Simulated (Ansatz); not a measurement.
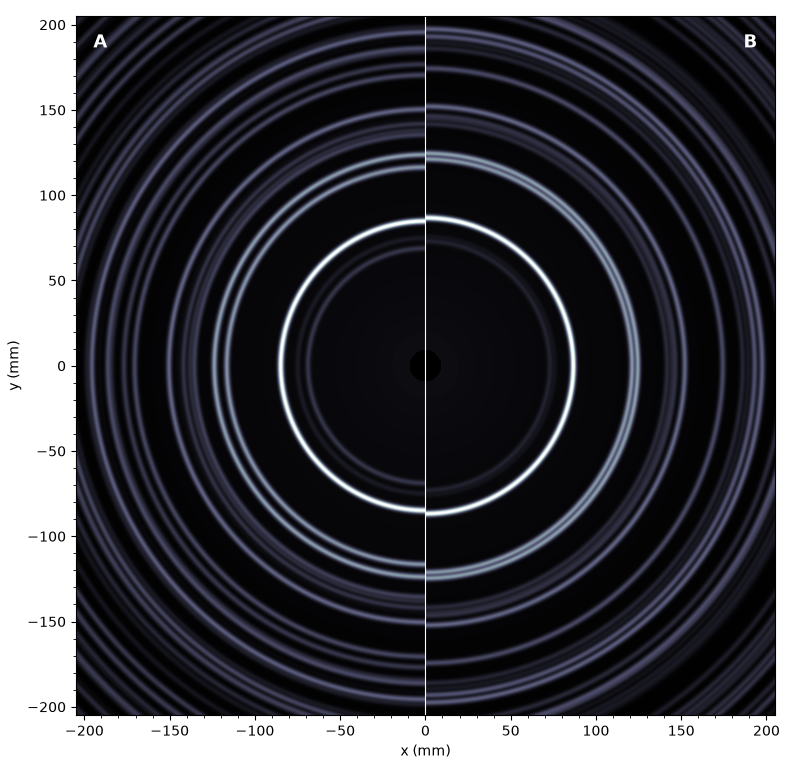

Simulated X-ray powder rings on a flat area detector normal to the beam: λ = 0.2066 Å, sample-to-detector distance 1290 mm, axes in mm from the beam centre, for a fine-grained powder without texture. Kinematic intensities with B = 0.3 Å² for all atoms, without absorption; brightness goes as intensity to the power 0.6, clipped at the top. Reflections closer than the ring width show as one ring. The left and right halves show two different samples, each scaled to its strongest ring.

Both are Sb in R-3m, with cells of different size. Origins: A, the end point of a relaxation at fixed volume with Ansatz, DFT HSE06, scalar-relativistic, plane waves, PAW; B, the end point of a relaxation with DFT LDA, scalar-relativistic, plane waves, PAW (Ansatz).

### Which half has the larger cell, and by how much?

Half A: the volume of B is 6.8 % smaller than that of A, and a larger cell draws the rings inwards on average.
A: a = 4.321 Å, b = 4.321 Å, c = 11.626 Å, α = 90.00°, β = 90.00°, γ = 120.00°; 003 at 68.8 mm (d = 3.88 Å), 012 at 84.8 mm (d = 3.15 Å), 104 at 116.5 mm (d = 2.30 Å), 110 at 123.8 mm (d = 2.16 Å).
B: a = 4.294 Å, b = 4.294 Å, c = 10.964 Å, α = 90.00°, β = 90.00°, γ = 120.00°; 003 at 73.0 mm (d = 3.65 Å), 012 at 86.7 mm (d = 3.08 Å), 104 at 121.2 mm (d = 2.21 Å).
